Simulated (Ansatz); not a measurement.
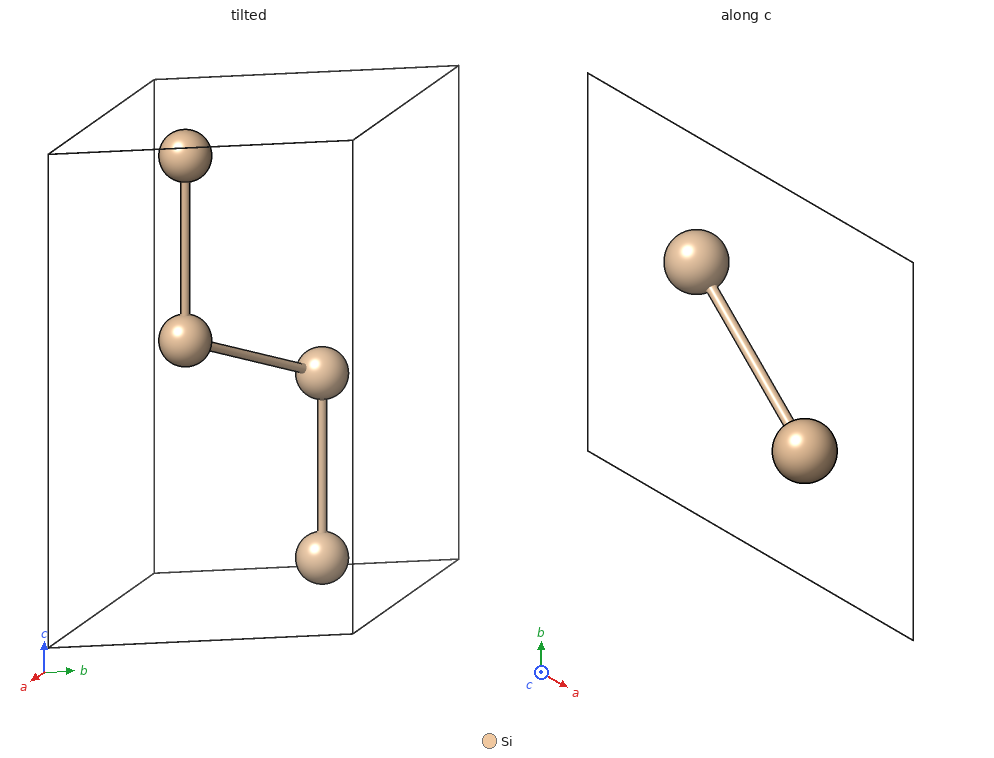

Structure drawing (ball-and-stick), viewed slightly off an axis and along the c axis. Lines trace the edges of the unit cell.

Si, a = 3.832 Å, b = 3.841 Å, c = 6.341 Å, α = 90.00°, β = 90.00°, γ = 120.23°. Strictly the space group is Cmcm (No. 63, within 0.01 Å). It is a distorted form of a primitive hexagonal structure, space group P6_3/mmc (No. 194) within 0.25 Å: hexagonal diamond (lonsdaleite type). Origin of the cell: a structure listed in the Materials Project. The cell was then strained or its atoms displaced on purpose. Ansatz was used for an electronic-structure calculation on it.

This one geometry was computed with Ansatz (DFT, plane waves, PAW) at three levels of theory: PBE, r2SCAN and HSE06. It was relaxed with r2SCAN and then strained.

How does the band gap change with the level of theory?

PBE: a gap of 0.37 eV, indirect; r2SCAN: a gap of 0.55 eV, indirect; HSE06: a gap of 0.91 eV, indirect.

Collect the results in a table.

| level | cutoff (eV) | k-mesh of the run's cell | gap (eV) | pressure (GPa) |
| --- | --- | --- | --- | --- |
| PBE | 420 | 12×12×4 | 0.37 | 1.3 |
| r2SCAN | 500 | 12×12×4 | 0.55 | 0.0 |
| HSE06 | 420 | 6×6×4 | 0.91 | -0.2 |

Gaps are taken on the k-mesh or band path of each run.
